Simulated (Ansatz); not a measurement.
```
Cu H
1.0
     5.03783    0.00000    0.00000
     0.00000    5.03783    0.00000
     0.00000    0.00000   20.66228
Cu H
12 1
Direct
  0.25000 0.25000 0.19359
  0.25000 0.75000 0.19359
  0.75000 0.25000 0.19359
  0.75000 0.75000 0.19359
  0.00000 0.00000 0.27979
  0.00000 0.50000 0.27979
  0.50000 0.00000 0.27979
  0.50000 0.50000 0.27979
  0.25000 0.25000 0.36599
  0.25000 0.75000 0.36599
  0.75000 0.25000 0.36599
  0.75000 0.75000 0.36599
  0.25000 0.41667 0.47247
```

A point of a scan over the structure, not its minimum; not relaxed (largest force 1.8 eV/Å); computed without spin polarisation; PAW files of the earlier set (soft_1).

The calculation used DFT PBE+D3(BJ), scalar-relativistic, plane waves, PAW (Ansatz 0.2.0).

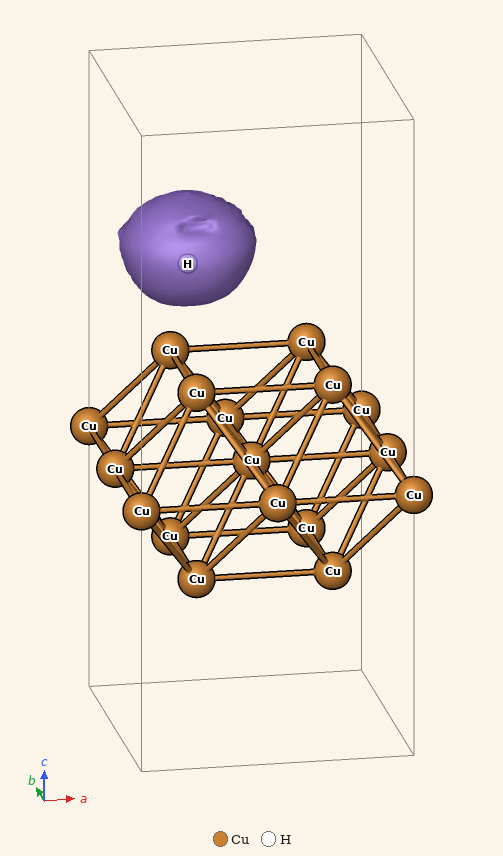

Cu12H (slab). Isosurface of the electron localisation function at 0.85 (purple), seen at an oblique angle. Only the valence region is drawn (cores and ρ < 0.01 e/Å³ removed). Sticks mark near contacts.

In a PAW calculation such maps are meaningful between the atoms, not at the nuclei.

> Where are the electrons localised?

The ELF exceeds this value in one region around a hydrogen nucleus, counted in one cell of 13 atoms. Counts are for one cell; the picture repeats the cell along the surface. Profiles from the grid: Cu–H (2.35 Å): the ELF climbs to about 1 towards the hydrogen. Cu–Cu (2.52 Å): the ELF is about 0.20 at the midpoint; no shared electron pair shows on this line.

> Does the calculation give a band gap?

It is gapless in this calculation (a metal or semimetal).
